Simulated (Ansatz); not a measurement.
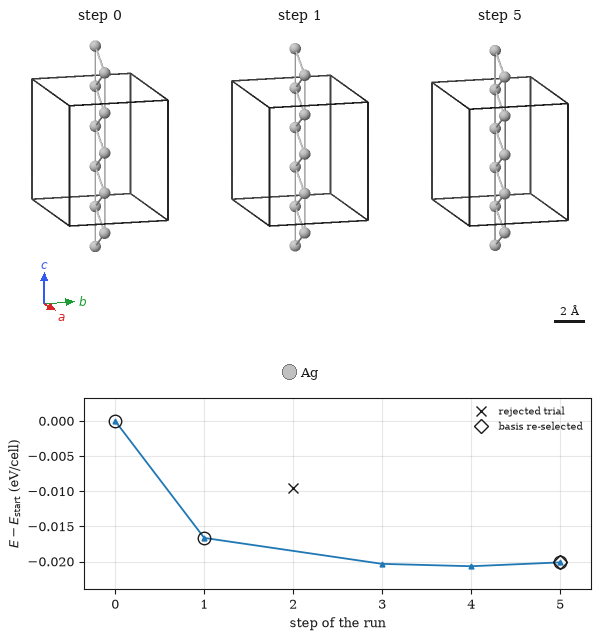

Frames of a relaxation of a wire of composition Ag, marked on the history of the run. A ball-and-stick model of the 3 repeat of the cell, with the vacuum cut short, seen slightly off an axis.

Case: strip chain of atoms.

Computed with DFT PBE, scalar-relativistic, plane waves, PAW in Ansatz 0.2.0. (plane-wave cutoff 420 eV; k-point mesh 1 × 1 × 23; occupations gaussian; smearing width 0.05 eV; collinear spin; cell relaxed at fixed a, b, alpha, beta, gamma; force threshold 0.01 eV/Å; at most 45 steps)

> Describe the path.

Over 3 accepted moves (5 points after the start) the energy falls by 20.1 meV per cell of the calculation. The largest force component goes from 0.064 to 0.0028 eV/Å. The line search rejected the trial step at point 2 of the run. The SCF was repeated once at an unchanged geometry on a basis and grid sized afresh for the cell, which shifted the energy by 0.5 meV per cell of the calculation at most. The largest moves relative to the layer's centre, 0.023 Å, are those of Ag atoms. Along the periodic axis the drawn cell goes c 8.398 → 8.157 Å (−2.9 %). Some distances before and after: Ag–Ag 2.799 → 2.719 Å, Ag–Ag 2.758 → 2.778 Å. Bond angles that change, for instance: Ag–Ag–Ag 61.0° → 58.6°. The program noted that the starting moments weren't kept. From step 0 to 1: Ag atoms move most (0.02 Å), energy −16.6 meV per cell of the calculation. From step 1 to 5: energy −3.5 meV per cell of the calculation.

Limits of the set-up: the k-point mesh is coarse for a cell with partly filled bands.
